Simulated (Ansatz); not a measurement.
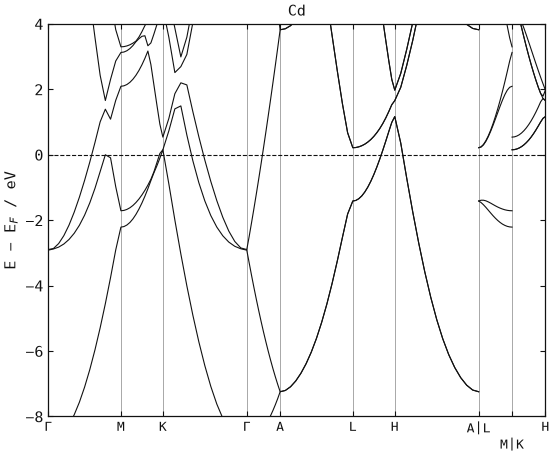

Band structure. Energies are counted from the Fermi level.

Question: What lattice type does the k path imply?

Answer: A hexagonal (primitive) lattice: the path Γ–M–K–Γ–A–L–H–A|L–M|K–H runs through the special points of its Brillouin zone.

System: hcp Cd, space group P6_3/mmc, 2 atoms in the cell; a = 2.979 Å, c = 5.618 Å (hexagonal axes).

Computed with Ansatz: PBE, Ansatz PAW, no spin polarisation, no spin-orbit coupling, 10×10×5 k mesh, 420 eV cutoff, Fermi-Dirac smearing of 0.05 eV.

Question: Metal, semiconductor or insulator?

Answer: A metal: bands cross the Fermi level along this path.

Question: Which levels at A lie nearest to the Fermi level?

Answer: At A the nearest levels lie 7.24 eV below and 3.82 eV above the Fermi level.

The k mesh is thin for a metal, so its Fermi level is uncertain. Bands are joined in order of energy, so crossings between the computed points show as kinks or gaps.
